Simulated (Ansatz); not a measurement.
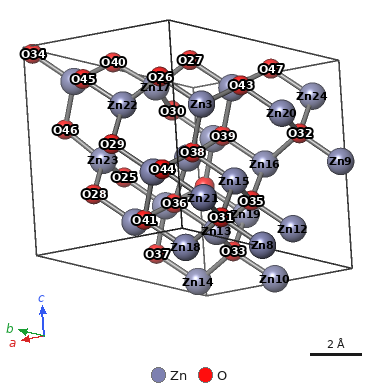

A defect cell of composition Zn₂₄O₂₃ (cell charge +2), before the relaxation. Style: ball-and-stick. Shown: the cell of the calculation (origin shifted), from a free direction.

Case: O vacancy (site b), charge +2, atoms relaxed at the host's cell.

The calculation used DFT PBE, scalar-relativistic, plane waves, PAW (Ansatz).

Settings: plane-wave cutoff 420 eV; k-point mesh 3 × 3 × 3; occupations gaussian; smearing width 0.01 eV; no spin polarisation; atoms relaxed in a fixed cell; force threshold 0.025 eV/Å; at most 45 steps.

```xyz
47
Lattice="-3.2794 5.6801 5.2932 -3.2794 -5.6801 5.2932 6.5588 0.0000 5.2932" Properties=species:S:1:pos:R:3 pbc="T T T"
Zn    0.0000   -1.8934    7.7336
Zn   -1.6426    0.9587    7.9317
Zn    1.6584   -4.7255    7.9479
Zn    3.2913   -1.8969    7.9317
Zn   -3.2819   -1.9135    7.9479
Zn    1.6307    0.9382    2.6385
Zn    1.6235    0.9589    7.9479
Zn   -4.9214    0.9597    7.9580
Zn   -0.0101    3.7782    7.9580
Zn   -1.6273    0.9422    2.6648
Zn    0.0000   -1.8934   13.2239
Zn    0.0000   -1.8934    2.6503
Zn   -1.6384   -0.9373    5.2766
Zn   -3.2721    1.9151    5.3043
Zn   -3.2882    1.8898   10.5698
Zn    1.6472   -0.9525    5.2766
Zn    1.7910   -0.8544   10.6494
Zn   -3.2711   -3.7931    5.3109
Zn   -0.0097    1.8894    5.3109
Zn    0.0014    1.9037   10.6042
Zn   -1.6622    4.7289    5.3043
Zn    3.2837    1.7161    5.3562
Zn   -1.7953   -0.8618   10.6494
Zn    1.6549    4.7162   10.5975
O    -1.6268    0.9422    9.9438
O     1.6452   -4.7276    9.9466
O     3.2690   -1.9023    9.9438
O    -3.2772   -1.9010    9.9466
O     1.6371    0.9601    4.6505
O     1.6319    0.9486    9.9466
O    -4.9186    0.9391    9.9567
O     0.0064    3.7910    9.9567
O    -1.6465    0.9501    4.6635
O     3.2794    3.7867    9.9282
O     0.0000   -1.8934    4.6706
O    -1.6470   -0.9481    7.3097
O    -3.2842    1.8935    7.3050
O     0.0049   -3.7924    7.3097
O     1.6422   -0.9396    7.3097
O     1.6388   -0.9473   12.5922
O    -3.2802   -3.7900    7.3064
O    -0.0025    1.8957    7.3064
O     0.0033    1.8943   12.5996
O    -1.6374    4.7291    7.3050
O     3.2793    1.8945    7.2990
O    -1.6387   -0.9471   12.5922
O     4.9217   -0.9426    7.3050
```

### Where does the relaxation end?

Over 4 geometry steps the energy falls by 0.417 eV per cell of the calculation. The largest force component goes from 0.82 to 0.0029 eV/Å. Zn1 moves most: 0.26 Å along [−1 −1 −1]. Largest moves by element: Zn 0.26 Å, O 0.02 Å. The cell stays as it was. Among the contacts that change: Zn17–O40 1.951 → 1.916 Å, Zn17–O27 1.944 → 1.912 Å, Zn13–O36 2.033 → 2.051 Å, Zn14–O34 1.988 → 1.971 Å. Among the angles between lasting bonds that change: Zn13–O27–Zn17 104.6° → 96.8°, Zn1–O36–Zn13 102.5° → 95.2°, Zn22–O26–Zn24 105.1° → 98.2°.

After the run, drawn alike:

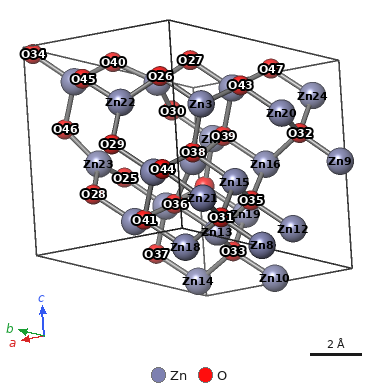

Limits of the set-up: the periodic images lie only 8.4 Å apart, so the values are limited by the cell's size; the cell is charged, on a uniform background, and energies carry no finite-size correction.
